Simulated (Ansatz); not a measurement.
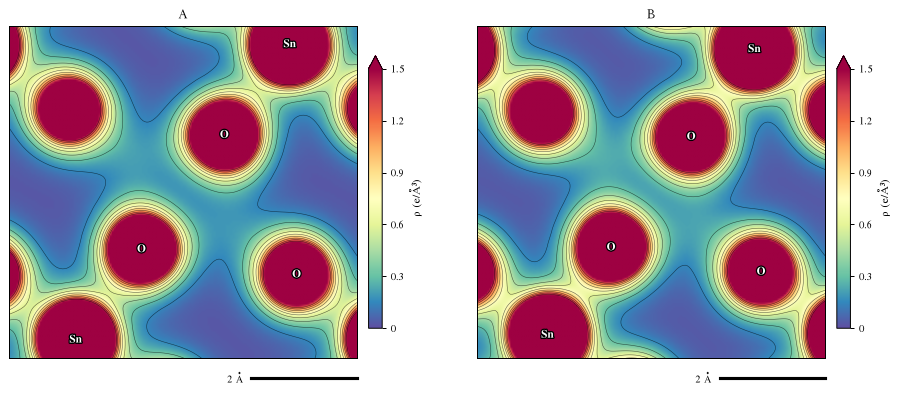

SnO$_{2}$. The valence charge density (pseudo) of two cells that differ in size, on the (010) plane of each (indices in the axes of the calculation cell), at one length scale and on one colour scale: A has 13.1 Å³ an atom and B 11.9.

Space group Imma; a structure from a database of computed crystals, not necessarily the ambient phase.

These are results of Kohn-Sham DFT of a periodic cell, PBEsol, Ansatz PAW in Ansatz, not measurements.

Core electrons are frozen (PAW), and the valence fields are smoothed inside the atomic spheres.

**What changes from the larger cell to the smaller?**

From the larger cell to the smaller, Sn–O goes from 2.12 to 2.05 Å, and the density at its midpoint from 0.59 to 0.68 e/Å³; the pressure goes from −12 to 6 GPa.
